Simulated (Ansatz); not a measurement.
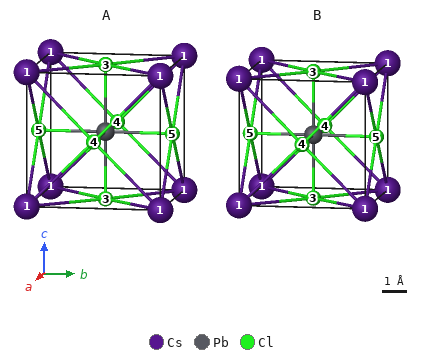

Two geometries of a crystal of CsPbCl3 (set up in P4mm), drawn at one scale. One is the start of a relaxation, the other its converged end. A ball-and-stick model of the cell of the calculation, seen slightly off an axis.

These are results of DFT PBE, scalar-relativistic, plane waves, PAW (Ansatz), not measurements. Set-up: plane-wave cutoff 420 eV; k-point mesh 6 × 6 × 6; occupations gaussian; smearing width 0.02 eV; no spin polarisation; cell and atoms relaxed; force threshold 0.01 eV/Å; at most 50 steps.

Question: Which geometry has the lower energy?

Answer: Structure A is the relaxed one. The atoms keep their places relative to the cell (all moves are under 0.005 Å). The volume changes by +19.3 %, with a = b 5.407 → 5.734 Å (+6.0 %), c 5.406 → 5.734 Å (+6.1 %). Some distances before and after: Cl–Cs 3.801 → 4.032 Å, Cl–Cs 3.846 → 4.077 Å, Cl–Cs 3.823 → 4.054 Å, Cl–Pb 2.704 → 2.867 Å. The space group stays P4mm (No. 99). The energy falls by 0.473 eV per cell of the calculation in 3 accepted moves (4 points after the start). Largest force component: 0.014 eV/Å at the start, 0.00085 eV/Å at the end. Pressure: 5.84 GPa at the start and 0.02 GPa at the end. At 1 point the geometry stayed and the basis and grid were re-selected for the new cell (energy shift of 1.6 meV per cell of the calculation at most each time). Cost: 12 s on 8 threads of Arm Neoverse V2, on a shared host, peak memory 0.68 GiB.
